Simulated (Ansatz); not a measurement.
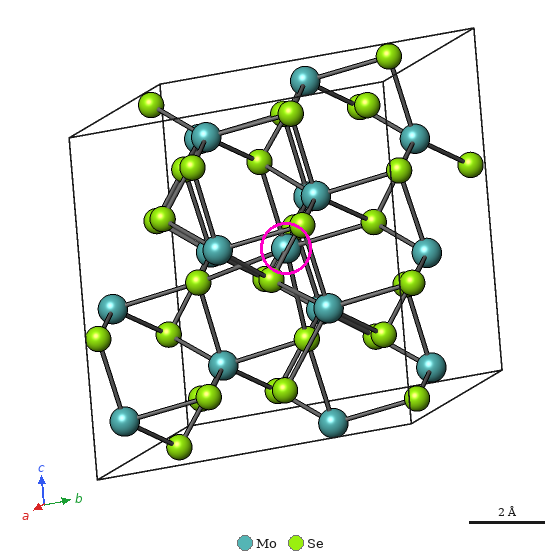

Crystal structure, ball-and-stick style, seen slightly off an axis. Lines trace the edges of the supercell. The host is MoSe₂, in a cell of 39 sites, and the cell is neutral. A ring marks the defect's site.

Question: Describe the defect.

Answer: An interstitial molybdenum atom. It is bonded to six Se at about 2.7 to 2.9 Å. Not all metal-metal contacts are counted.

Computational set-up: DFT PBE, scalar-relativistic, plane waves, PAW in Ansatz 0.2.0, a 420 eV plane-wave basis, a 2×2×2 k-point mesh, Gaussian smearing of 0.01 eV, collinear spins.

Question: Is the defect magnetic?

Answer: Yes, 6.0 μB in the cell.

The atoms were relaxed in the host's cell with DFT PBE, scalar-relativistic, plane waves, PAW in Ansatz 0.2.0.
